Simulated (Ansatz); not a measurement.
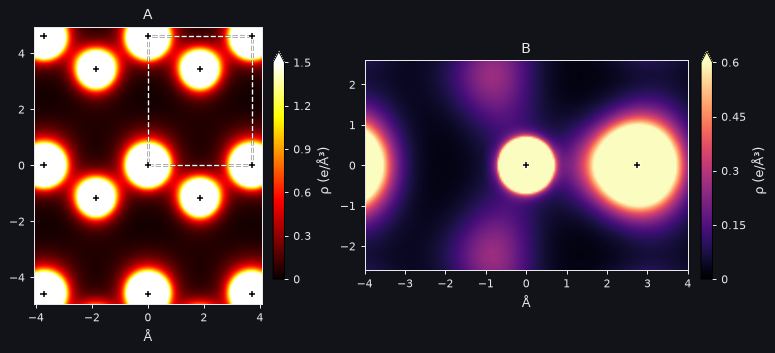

The valence pseudo-density of 2 systems, each on a plane through atoms (crosses mark nuclei in the plane).

All numbers below come from DFT, LDA, PAW with Ansatz's default frozen-core files, scalar-relativistic; relaxation of atoms in Ansatz.

System 1: MgTe, the (11̄0) plane of the conventional cell. Space group P6₃mc.

System 2: SnO, the (100) plane of the conventional cell. Space group P4/nmm.

```
Sn O
1.0
     3.72744    0.00000    0.00000
     0.00000    3.72744    0.00000
     0.00000    0.00000    4.60503
Sn O
2 2
Direct
  0.50000 0.00000 0.25100
  0.00000 0.50000 0.74900
  0.00000 0.00000 0.00000
  0.50000 0.50000 0.00000
```

Question: Which map belongs to which system?

Answer: Panel A is system 2, SnO: the plane holds Sn and O. Sn–O (2.19 Å): ρ at the midpoint is about 0.51 e/Å³. Panel B is system 1, MgTe: the plane holds Mg and Te. Mg–Te (2.75 Å): the density is about 0.33 e/Å³ at the midpoint.
